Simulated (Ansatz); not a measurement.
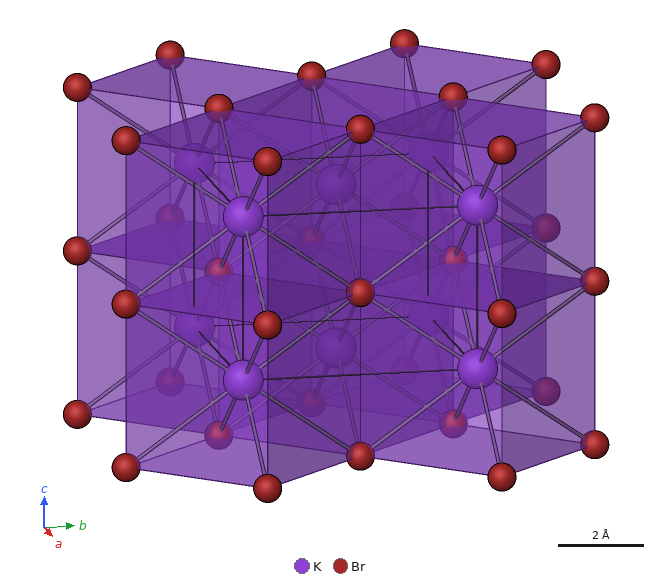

The image is a polyhedral drawing of a crystal, viewed slightly off an axis. The frame is the conventional unit cell; atoms at its boundary are shown with their periodic copies. Some neighbours outside the box are added.

KBr, space group Cmmm (No. 65), a = 5.578 Å, b = 5.669 Å, c = 3.976 Å, α = 90.00°, β = 90.00°, γ = 90.00°. The structure comes from a structure type filled with these elements by a generator (whether the compound takes this form wasn't checked). The cell was then strained or its atoms displaced on purpose. An electronic-structure calculation with Ansatz was run on it.

This one geometry was computed with Ansatz (DFT, plane waves, PAW) at three levels of theory: r2SCAN, PBE and HSE06. It was relaxed with r2SCAN and then strained.

Q: How does the band gap change with the level of theory?

A: PBE: a gap of 4.02 eV, indirect; r2SCAN: a gap of 4.77 eV, indirect; HSE06: a gap of 5.19 eV, indirect.

Q: Collect the results in a table.

A:
| level | cutoff (eV) | k-mesh of the run's cell | gap (eV) | pressure (GPa) |
| --- | --- | --- | --- | --- |
| r2SCAN | 500 | 6×6×6 | 4.77 | 0.0 |
| PBE | 420 | 6×6×6 | 4.02 | 0.8 |
| HSE06 | 420 | 4×4×4 | 5.19 | 0.5 |

Gaps are taken on the k-mesh or band path of each run.
